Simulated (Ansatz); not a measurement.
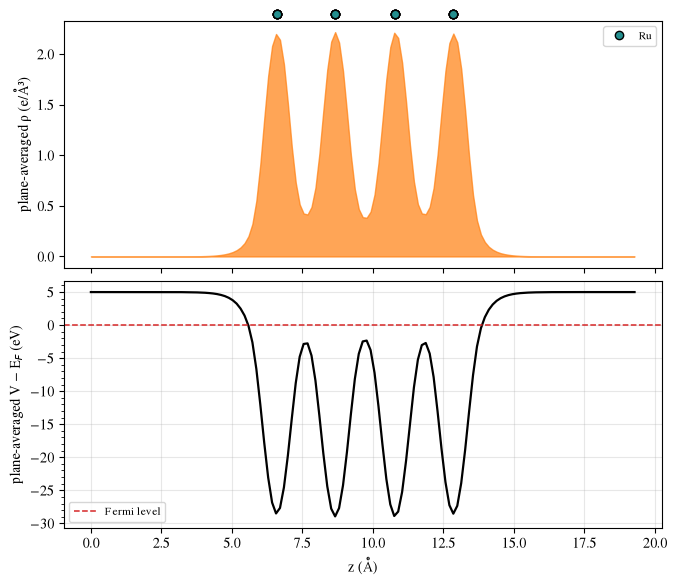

Figure 1: Ru (slab). Plane average of the electrostatic potential (local pseudopotential plus Hartree) felt by an electron and of the valence charge density (pseudo) across the slab. Circles mark the heights of the atoms.

Computed without spin polarisation.

All numbers below come from DFT PBE-D3(BJ), scalar-relativistic, plane waves, PAW in Ansatz.

Core electrons are frozen (PAW), and the valence fields are smoothed inside the atomic spheres.

Question: How far below the vacuum level is the Fermi level?

Answer: The potential is flat in the vacuum, 4.99 eV above the Fermi level; this is the work function, the same on both faces.

Question: How thick is the slab, and how wide the vacuum?

Answer: The outermost nuclei are 6.3 Å apart, in 4 atomic planes; the vacuum between periodic images is 13.1 Å wide.
